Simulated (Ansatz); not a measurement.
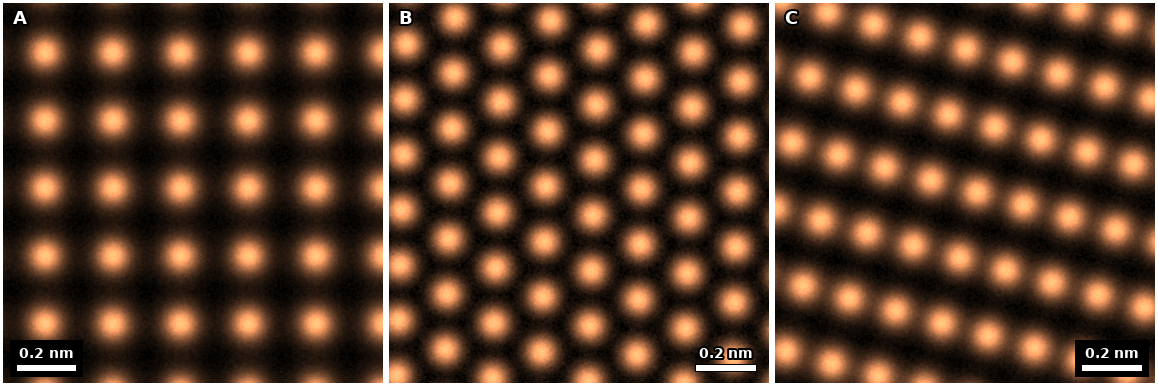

Three views of Co (Pm-3m, No. 221) along different zone axes. Simulated as the projected potential of neutral atoms (B = 0.5 Å²) blurred by a 0.63 Å probe, the thin-sample limit of integrated differential phase contrast. The display is stretched by a gamma of 0.8; percentages refer to the linear signal. Shot noise was added. Structure used: the input geometry of a calculation; the starting structure was generated, so it need not be a known form of this composition.

```
CELL_PARAMETERS angstrom
2.31716 0.00000 0.00000
0.00000 2.31716 0.00000
0.00000 0.00000 2.31716
ATOMIC_POSITIONS crystal
Co 0.00000 0.00000 0.00000
```

> Match the panels to the zone axes [001], [110] and [111].

A is [001]: projected cell 2.32 × 2.32 Å, 90°, plane group p4mm. B is [111]: projected cell 1.89 × 1.89 Å, 120°, plane group p6mm. C is [110]: projected cell 1.64 × 2.32 Å, 90°, plane group p2mm.
